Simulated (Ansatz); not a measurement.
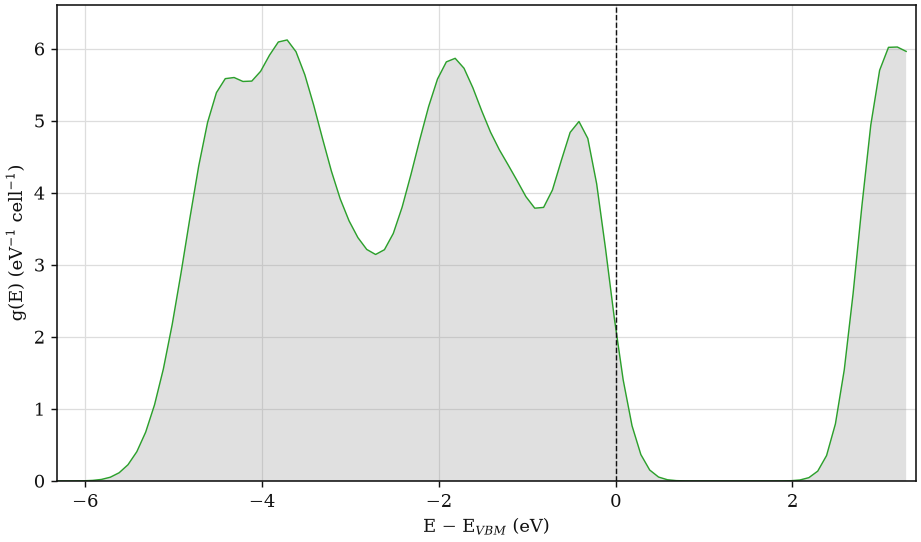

Density of states. Energies are counted from the top of the valence band. The DOS curve is built from the levels of the k mesh with Gaussians 0.55 eV wide, which also blur the band edges; ripples of that width can come from the mesh.

Structure: TiO2, space group P4_2/nmc (No. 137), 6 atoms in the cell, relaxed with r2SCAN; a = 3.367 Å, c = 5.205 Å (tetragonal axes).

Computed with Ansatz: PBE, Ansatz PAW set, no spin polarisation, no spin-orbit coupling, 8×8×6 k mesh, 420 eV cutoff, Fermi-Dirac smearing of 0.02 eV.

### Is there a gap at the Fermi level, and how wide?

There is a gap; over the k points computed it is 2.54 eV.

LDA, GGA and most meta-GGA functionals understate gaps. The cell is at 6 GPa in this functional. The usual form of TiO2 is rutile or anatase.
